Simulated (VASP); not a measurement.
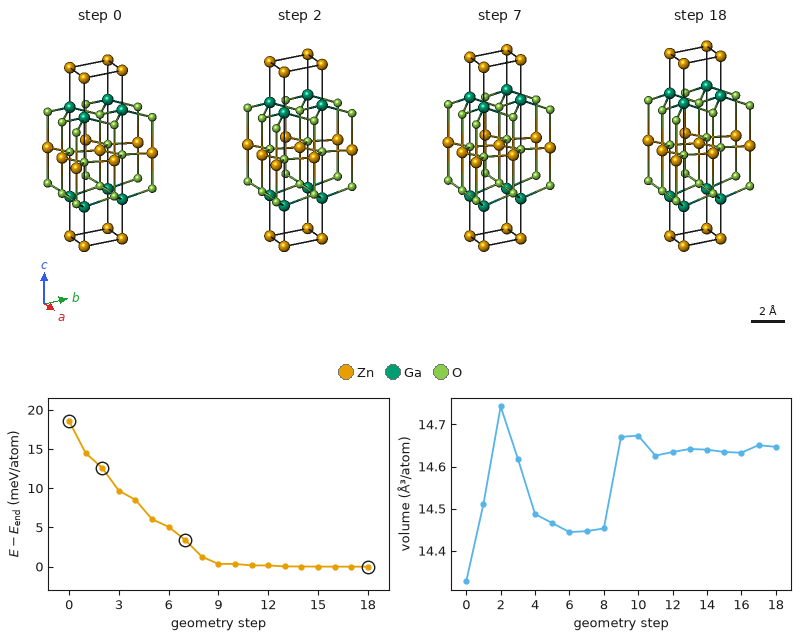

Frames of a relaxation of crystalline Zn2Ga2O3 (a generated structure, set up in P-6m2), marked on the history of the run. A ball-and-stick model of the cell of the calculation, seen slightly off an axis.

The run lets cell and atoms move.

Computed with Kohn-Sham DFT of a periodic cell, PBE, VASP PAW PBE potentials, recommended in VASP 6.6.1.

Input file:
```
PREC     = Accurate       # precision mode
ENCUT    = 520            # plane-wave cutoff, eV
EDIFF    = 1E-6           # SCF threshold, eV
ISMEAR   = 0              # smearing method
SIGMA    = 0.1            # smearing width, eV
LREAL    = F              # projectors in reciprocal space
LASPH    = T              # aspherical terms in the spheres
NELM     = 120            # most SCF steps
ALGO     = Normal         # electronic algorithm
ISIF     = 3              # what is computed and relaxed
LWAVE    = F              # write WAVECAR
LCHARG   = F              # write CHGCAR
GGA      = PE             # functional
IBRION   = 2              # ionic algorithm
NSW      = 90             # ionic steps
EDIFFG   = -0.01          # ionic threshold
KPAR     = 4
```

Command:
```bash
cat potpaw_PBE.64/Zn/POTCAR potpaw_PBE.64/Ga_d/POTCAR potpaw_PBE.64/O/POTCAR > POTCAR
mpirun -np 4 vasp_std > vasp.out
```

> Describe the path.

Over 18 geometry steps the energy falls by 18.6 meV per atom. The largest force component goes from 0.13 to 0.0098 eV/Å. Pressure: 0.99 GPa at the start and −0.02 GPa at the end. The largest moves relative to the cell, 0.20 Å, are those of Ga atoms. Largest moves by element: Ga 0.20 Å, O 0.10 Å. Zn stays in place. The volume changes by +2.2 %, with a = b 3.315 → 3.219 Å (−2.9 %), c 10.539 → 11.424 Å (+8.4 %). Near-neighbour distances that change, for instance: O–Zn 2.235 → 2.522 Å, O–Zn 1.914 → 1.859 Å, Ga–O 1.994 → 1.987 Å. Bond angles that change, for instance: Ga–O–Ga 112.4° → 108.2°, O–Ga–O 112.4° → 108.2°. The space group stays P-6m2 (No. 187). From step 0 to 2: volume +2.9 %, energy −6.0 meV per atom. From step 2 to 7: Ga atoms move most (0.11 Å), volume −2.0 %, energy −9.2 meV per atom. From step 7 to 18: O atoms move most (0.09 Å), volume +1.4 %, energy −3.4 meV per atom.

```
step  E − E(0), meV/atom  largest force component, eV/Å  pressure, GPa  volume, Å³/atom
   0                0.00                         0.1261           0.99           14.328
   1               -4.09                         0.1922          -0.23           14.511
   2               -5.98                         0.2530          -1.55           14.743
   3               -8.89                         0.3388          -0.63           14.619
   4              -10.05                         0.4205           0.38           14.487
   5              -12.53                         0.2357           0.18           14.466
   6              -13.49                         0.3301           0.05           14.445
   7              -15.17                         0.2540           0.16           14.447
   8              -17.30                         0.0638           0.60           14.453
   9              -18.23                         0.0557          -0.26           14.671
  10              -18.23                         0.0572          -0.33           14.674
  11              -18.41                         0.1051           0.22           14.626
  12              -18.43                         0.0965           0.10           14.635
  13              -18.55                         0.0450          -0.07           14.642
  14              -18.56                         0.0250          -0.02           14.640
  15              -18.57                         0.0154           0.04           14.635
  16              -18.57                         0.0133           0.07           14.633
  17              -18.58                         0.0083          -0.07           14.651
  18              -18.58                         0.0098          -0.02           14.647
```

Limits of the set-up: layers or molecules are held without a dispersion correction, so their spacing is unreliable.
